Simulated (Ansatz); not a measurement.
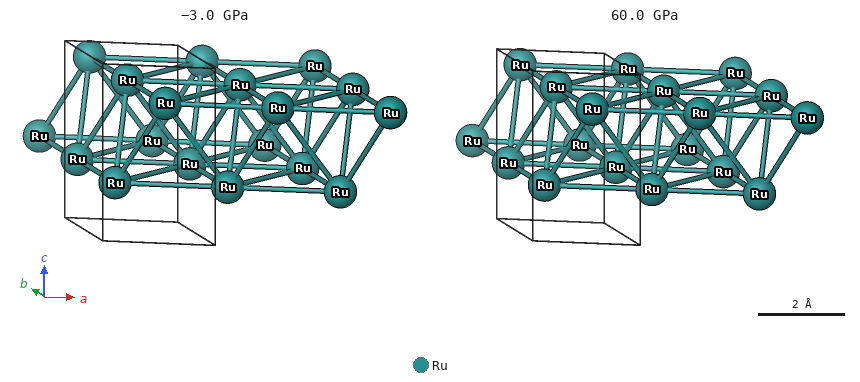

A crystal of Ru (set up in P6_3/mmc), relaxed (cell and atoms) at several target pressures. The picture shows the first and the last member. A ball-and-stick model of the cell of the calculation, repeated 3 × 3 × 1 with one cell outlined, seen slightly off an axis.

Computed with Ansatz 0.2.0: DFT PBEsol, scalar-relativistic, plane waves, PAW. (plane-wave cutoff 420 eV; k-point mesh 18 × 18 × 10; occupations gaussian; smearing width 0.1 eV; no spin polarisation; cell and atoms relaxed; force threshold 0.008 eV/Å)

```
pressure (GPa)  volume (Å³/atom)  a (Å)  c (Å)
          −3.0            13.436  2.698  4.263
           0.0            13.318  2.689  4.252
           3.0                 ?      ?      ?
           8.0            13.030  2.669  4.224
          15.0            12.804  2.653  4.201
          30.0            12.384  2.623  4.158
          60.0            11.721  2.573  4.087
```

One row is withheld. What does the calculation give there?

Murnaghan's form V = V₀(1 + B′P/B₀)^(−1/B′), with V₀ = 13.318 Å³ from the row at zero pressure, fits the other rows with B₀ = 349 GPa and B′ = 4.44 (largest miss 0.001 Å³). At 3.0 GPa it gives 13.318 × (1 + 4.44 × 3.0/349)^(−1/4.44) = 13.206 Å³ per atom. The calculation gives 13.206 Å³/atom (a = 2.682 Å, c = 4.241 Å). The estimate is right to the digits shown. From the first member to the last: Ru–Ru 2.698 → 2.573 Å, Ru–Ru 2.640 → 2.527 Å.

The whole series:

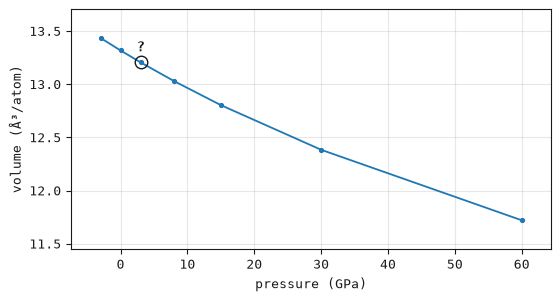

Each member starts from this one structure; whether another phase lies lower wasn't checked.
